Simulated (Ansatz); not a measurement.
# C: a changed input and its effect

System: C (P-62m, 10 atoms in the cell).
Method of run 1: DFT PBE, scalar-relativistic, plane waves, PAW, no spin polarisation (Ansatz 0.2.0).

The structure derives from an entry of the Crystallography Open Database. Text and figures count atoms from 1; the logs count them from 0 in places.

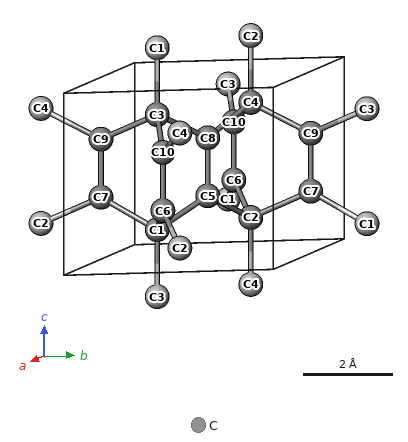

Fig. 1: The structure as given in the input (ball-and-stick view of the cell of the calculation, seen slightly off an axis; neighbours outside the cell are drawn fainter; atoms are numbered from 1 in the order of the input). Near neighbours in the crystal (not all of them lie inside the picture): C has 4 C at 1.53 to 1.55 Å; C has 3 C at 1.33 to 1.55 Å.

Input file, run 1:
```yaml
crystal:
  lattice:
    - [4.8371701216, 0.0, 0.0]
    - [-2.4185850608, 4.1891122077, 0.0]
    - [0.0, 0.0, 4.1724817111]
  atoms:
    - { symbol: C, position: [0.6666666667, 0.3333333333, 0.1839325] }
    - { symbol: C, position: [0.3333333333, 0.6666666667, 0.1839325] }
    - { symbol: C, position: [0.6666666667, 0.3333333333, 0.8160675] }
    - { symbol: C, position: [0.3333333333, 0.6666666667, 0.8160675] }
    - { symbol: C, position: [0.5268752177, 0.5268752177, 0.3404600926] }
    - { symbol: C, position: [0.0, 0.4731247823, 0.3404600926] }
    - { symbol: C, position: [0.4731247823, 0.0, 0.3404600926] }
    - { symbol: C, position: [0.5268752177, 0.5268752177, 0.6595399074] }
    - { symbol: C, position: [0.4731247823, 0.0, 0.6595399074] }
    - { symbol: C, position: [0.0, 0.4731247823, 0.6595399074] }
basis:
  ecutwfc: 420
kpoints:
  mp_grid: { grid: [12, 12, 10] }
hamiltonian:
  xc: pbe
scf:
  occupations: { method: gaussian, width: 0.15 }
output:
  forces: true
  stress: true
  eigenvalues: true
  write_density: true
  write_potential: true
  elf: true
  volumetric_format: npy
```

Launched with:
```bash
ansatz run input.yaml --threads 2 --pin off --max-ram 5120MiB --backend cpu --events-out ev --progress --plain --runs-dir out
```

Hardware: 2 threads of Intel Xeon @ 2.50GHz (Skylake/Cascade Lake), 64 GiB of memory available, shared host.

Output, shortened to warnings, some set-up lines, iterations and results (run 1):
```
Basis set: ecut = 420 eV, 1639 PW (Γ), exchange–correlation on 72×72×60 points (8 copies of the dense FFT grid, shifted against one another)
Symmetry: 12 space group operations
k-points: 114 of 1440 (time reversal used)
Initial density: superposition of atomic densities (neutral atoms: chi_scale 0, normalization atom), corrected by the library's trained network
[...]
SCF iter   1: F=—  HF=-2503.905940 eV  |F-HF|=—  |Δ(HF+E_count)|=         —  Δρ=1.71e-2  dr2=3.38e-1  ethr=1.77e-3  ⟨swp⟩=6.1  Hψ=16231  notcnv=0  defer=58
SCF iter   2: F=—  HF=-2503.824630 eV  |F-HF|=—  |Δ(HF+E_count)|=   8.13e-2  Δρ=8.27e-3  dr2=5.70e-2  ethr=8.44e-4  ⟨swp⟩=2.3  Hψ=5202  notcnv=0  defer=129
SCF iter   3: F=—  HF=-2503.814434 eV  |F-HF|=—  |Δ(HF+E_count)|=   1.02e-2  Δρ=2.36e-3  dr2=5.90e-3  ethr=1.42e-4  ⟨swp⟩=2.2  Hψ=4337  notcnv=0  defer=129
SCF iter   4: F=—  HF=-2503.815568 eV  |F-HF|=—  |Δ(HF+E_count)|=   1.13e-3  Δρ=5.69e-4  dr2=6.34e-4  ethr=1.47e-5  ⟨swp⟩=2.5  Hψ=4740  notcnv=0  defer=129
SCF iter   5: F=—  HF=-2503.816267 eV  |F-HF|=—  |Δ(HF+E_count)|=   6.99e-4  Δρ=1.57e-4  dr2=2.97e-5  ethr=1.59e-6  ⟨swp⟩=2.1  Hψ=4426  notcnv=0  defer=129
SCF iter   6: F=—  HF=-2503.816364 eV  |F-HF|=—  |Δ(HF+E_count)|=   9.69e-5  Δρ=2.65e-5  dr2=5.78e-7  ethr=7.44e-8  ⟨swp⟩=2.2  Hψ=5531  notcnv=0  defer=418
SCF iter   7: F=-2503.816368 eV  HF=-2503.816368 eV  |F-HF|=7.64e-8  |Δ(HF+E_count)|=   3.40e-6  Δρ=4.15e-6  dr2=1.21e-8  ethr=2.50e-10  ⟨swp⟩=16.7  Hψ=29312  notcnv=0
SCF 1 converged in 7 iterations: F = -2503.816368 eV  dr2 = 1.21e-8
SCF converged after 7 iterations
Free energy (F): -2503.816368 eV
Harris-Foulkes:  -2503.816368 eV  (|F-HF|=7.64e-8)
Internal energy: -2503.815694 eV  (E = F + TS)
E sigma→0 (E₀):  -2503.816031 eV
Entropy (-TS):   -0.000674 eV (-0.067 meV/atom)
Fermi energy:    7.769239 eV
--- Per-component energies (eV) ---
  E_band       = -48.260142
  E_kinetic    = 906.028208
  E_local      = -1620.402336  (includes V_loc(G=0)·N_el)
  E_nonlocal   = 269.374041
  E_hartree    = 528.621755
  E_xc         = -479.654218
  E_vxc        = -594.268006  (∫ρ·V_xc dr)
  E_paw        = -991.963863  (= ΣΔE_a)
  E_vpaw       = -66.233652  (= ΣTr[D̂ρ^β])
  E_aug_tail   = 0.000087  (compensation charges beyond the density's cutoff)
  E_ewald      = -1115.819369
  E_smearing   = -0.000674  (= −TS)
  E_closure    = -0.000000  (closes the sum)
  Σ components = -2503.816368   (vs F -2503.816368, Δ=0.00e0)
--- Forces (eV/Å), atoms counted from 1 ---
  atom   1  C     -0.00000000     0.00000000     0.14029948
  atom   2  C     -0.00000000    -0.00000000     0.14029948
  atom   3  C     -0.00000000     0.00000000    -0.14029948
  atom   4  C     -0.00000000    -0.00000000    -0.14029948
  atom   5  C      0.03529098     0.06112578    -0.14304949
  atom   6  C      0.03529098    -0.06112578    -0.14304949
  atom   7  C     -0.07058197    -0.00000000    -0.14304949
  atom   8  C      0.03529098     0.06112578     0.14304949
  atom   9  C     -0.07058197     0.00000000     0.14304949
  atom  10  C      0.03529098    -0.06112578     0.14304949
  max |Σ_I F_I| component: 9.71e-17 eV/Å
--- Stress (GPa, compression-positive) ---
       -3.027724       0.000000       0.000000
        0.000000      -3.027724       0.000000
        0.000000       0.000000      -0.365554
  P = ⅓ Tr σ = -2.1403 GPa (-21.403 kbar)
```

The input of run 2 differs as follows (lines with − go, lines with + come):
```diff
-  ecutwfc: 420
+  ecutwfc: "700 eV"
-  mp_grid: { grid: [12, 12, 10] }
+  mp_grid: { grid: [15, 15, 12] }
-  write_density: true
-  write_potential: true
-  elf: true
-  volumetric_format: npy
```

Predict how the results change.

The free energy of run 2 is 3.6 meV per atom lower, the joint effect of these numerical settings, which can't be told apart here. The number of SCF iterations is the same. The irreducible k-points go from 114 to 189. The plane waves at Γ go from 1639 to 3535. On the same kind of shared host run 2 took about 2.1 times as long.

Output, shortened to warnings, some set-up lines, iterations and results (run 2):
```
Basis set: ecut = 700 eV, 3535 PW (Γ), exchange–correlation on 90×90×80 points (8 copies of the dense FFT grid, shifted against one another)
Symmetry: 12 space group operations
k-points: 189 of 2700 (time reversal used)
Initial density: superposition of atomic densities (neutral atoms: chi_scale 0, normalization atom), corrected by the library's trained network
[...]
SCF iter   1: F=—  HF=-2503.942899 eV  |F-HF|=—  |Δ(HF+E_count)|=         —  Δρ=1.71e-2  dr2=3.38e-1  ethr=1.77e-3  ⟨swp⟩=5.9  Hψ=26897  notcnv=0  defer=89
SCF iter   2: F=—  HF=-2503.860981 eV  |F-HF|=—  |Δ(HF+E_count)|=   8.19e-2  Δρ=8.25e-3  dr2=5.67e-2  ethr=8.46e-4  ⟨swp⟩=2.3  Hψ=8754  notcnv=0  defer=244
SCF iter   3: F=—  HF=-2503.850581 eV  |F-HF|=—  |Δ(HF+E_count)|=   1.04e-2  Δρ=2.37e-3  dr2=6.00e-3  ethr=1.42e-4  ⟨swp⟩=2.2  Hψ=7133  notcnv=0  defer=124
SCF iter   4: F=—  HF=-2503.851712 eV  |F-HF|=—  |Δ(HF+E_count)|=   1.13e-3  Δρ=5.76e-4  dr2=6.34e-4  ethr=1.50e-5  ⟨swp⟩=2.5  Hψ=7944  notcnv=0  defer=124
SCF iter   5: F=—  HF=-2503.852415 eV  |F-HF|=—  |Δ(HF+E_count)|=   7.02e-4  Δρ=1.52e-4  dr2=2.88e-5  ethr=1.59e-6  ⟨swp⟩=2.1  Hψ=7360  notcnv=0  defer=124
SCF iter   6: F=—  HF=-2503.852425 eV  |F-HF|=—  |Δ(HF+E_count)|=   1.09e-5  Δρ=2.63e-5  dr2=5.73e-7  ethr=7.19e-8  ⟨swp⟩=2.3  Hψ=9063  notcnv=0  defer=563
SCF iter   7: F=-2503.852429 eV  HF=-2503.852429 eV  |F-HF|=9.41e-8  |Δ(HF+E_count)|=   3.51e-6  Δρ=4.32e-6  dr2=1.32e-8  ethr=2.50e-10  ⟨swp⟩=11.8  Hψ=29990  notcnv=0
SCF 1 converged in 7 iterations: F = -2503.852429 eV  dr2 = 1.32e-8
SCF converged after 7 iterations
Free energy (F): -2503.852429 eV
Harris-Foulkes:  -2503.852429 eV  (|F-HF|=9.41e-8)
Internal energy: -2503.851762 eV  (E = F + TS)
E sigma→0 (E₀):  -2503.852096 eV
Entropy (-TS):   -0.000667 eV (-0.067 meV/atom)
Fermi energy:    7.769205 eV
--- Per-component energies (eV) ---
  E_band       = -48.249793
  E_kinetic    = 905.779778
  E_local      = -1620.598792  (includes V_loc(G=0)·N_el)
  E_nonlocal   = 269.782193
  E_hartree    = 528.657896
  E_xc         = -479.573530
  E_vxc        = -594.162936  (∫ρ·V_xc dr)
  E_paw        = -992.079949  (= ΣΔE_a)
  E_vpaw       = -66.363889  (= ΣTr[D̂ρ^β])
  E_aug_tail   = 0.000010  (compensation charges beyond the density's cutoff)
  E_ewald      = -1115.819369
  E_smearing   = -0.000667  (= −TS)
  E_closure    = 0.000000  (closes the sum)
  Σ components = -2503.852429   (vs F -2503.852429, Δ=0.00e0)
--- Forces (eV/Å), atoms counted from 1 ---
  atom   1  C     -0.00000000     0.00000000     0.13878017
  atom   2  C     -0.00000000    -0.00000000     0.13878017
  atom   3  C      0.00000000     0.00000000    -0.13878017
  atom   4  C     -0.00000000    -0.00000000    -0.13878017
  atom   5  C      0.03526340     0.06107801    -0.13970443
  atom   6  C      0.03526340    -0.06107801    -0.13970443
  atom   7  C     -0.07052681     0.00000000    -0.13970443
  atom   8  C      0.03526340     0.06107801     0.13970443
  atom   9  C     -0.07052681    -0.00000000     0.13970443
  atom  10  C      0.03526340    -0.06107801     0.13970443
  max |Σ_I F_I| component: 1.39e-16 eV/Å
--- Stress (GPa, compression-positive) ---
       -3.025189       0.000000       0.000000
        0.000000      -3.025189       0.000000
        0.000000       0.000000      -0.405941
  P = ⅓ Tr σ = -2.1521 GPa (-21.521 kbar)
```

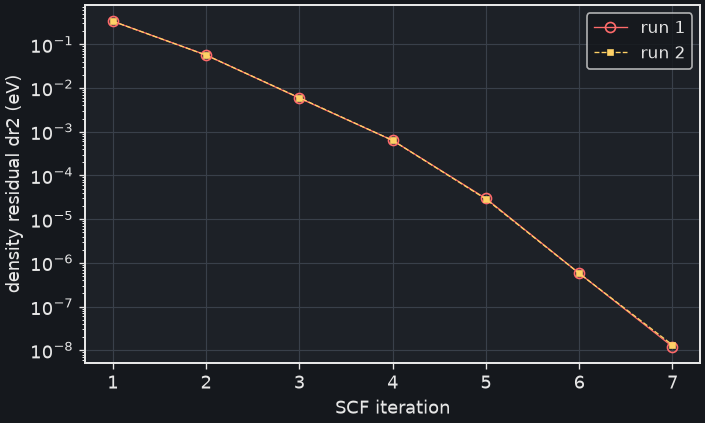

Fig. 2: Convergence of the two runs: density residual dr2 against the SCF iteration. Run 1 takes 7 iterations in all, and run 2 takes 7.

The two runs side by side:

```csv
quantity,run 1,run 2
outcome,converged,converged
free energy per atom (eV),−250.3816,−250.3852
gap on the mesh (eV),0.22,0.23
pressure (GPa),−2.14,−2.15
largest force (eV/Å),0.160,0.156
SCF iterations,7,7
irreducible k-points,114,189
plane waves at Γ,1639,3535
wall time (shared host),16 s,34 s
```
